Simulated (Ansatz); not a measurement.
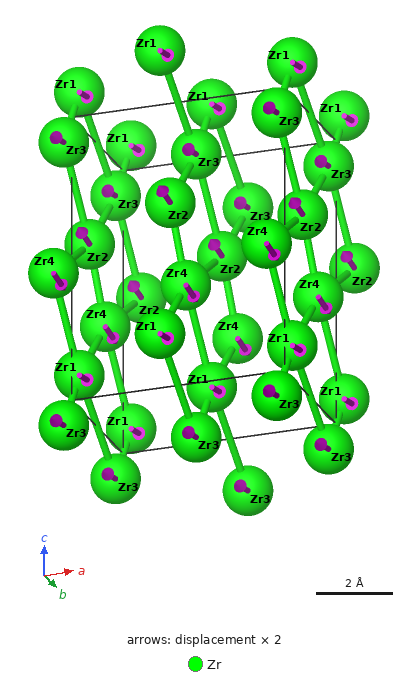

This is a relaxation of crystalline Zr (built on the iodine_64 type) (coarse preliminary run). The starting structure is drawn; purple arrows show the displacements (the part carried along by the change of the cell is left out), 2 times their true length.

The picture is a ball-and-stick view of the conventional cell (2 times the calculation's cell), seen from a free direction. Lengths and directions refer to the drawn axes.

Case: iodine type (Cmce, No. 64).

All numbers below come from DFT PBE, scalar-relativistic, plane waves, PAW (Ansatz 0.2.0). Settings: plane-wave cutoff 420 eV; k-point mesh 6 × 6 × 2; occupations gaussian; smearing width 0.1 eV; no spin polarisation; cell and atoms relaxed; force threshold 0.04 eV/Å; at most 70 steps.

Q: What happened in the run?

A: The largest moves relative to the cell, 0.46 Å, are those of Zr1, Zr2, Zr3 and Zr4. Zr2 goes roughly along −b. The drawn cell changes as follows: a 6.049 → 4.541 Å (−24.9 %), b 3.998 → 4.537 Å (+13.5 %), c 8.155 → 9.016 Å (+10.6 %); the volume changes by −5.8 %. Among the contacts that change: Zr1–Zr3 2.254 → 3.197 Å, Zr1–Zr4 3.722 → 3.199 Å, Zr1–Zr3 (another image) 3.665 → 3.199 Å, Zr1–Zr1 3.626 → 3.210 Å. Bond angles that change, for instance: Zr3–Zr1–Zr4 105.2° → 89.6°, Zr3–Zr1–Zr4 167.0° → 180.0°, Zr3–Zr1–Zr4 169.5° → 180.0°. The space group (tolerance 0.01 Å) goes from Cmce (No. 64) to I4/mmm (No. 139). Over 8 accepted moves (9 points after the start) the energy falls by 809 meV per atom. Largest force component: 3 eV/Å at the start, 0.0011 eV/Å at the end. The pressure goes from 2.41 to −0.21 GPa. The SCF was repeated once at an unchanged geometry on a basis and grid sized afresh for the cell, which shifted the energy by 0.9 meV per atom at most.

Limits of the set-up: the k-point mesh is coarse for a cell with partly filled bands.
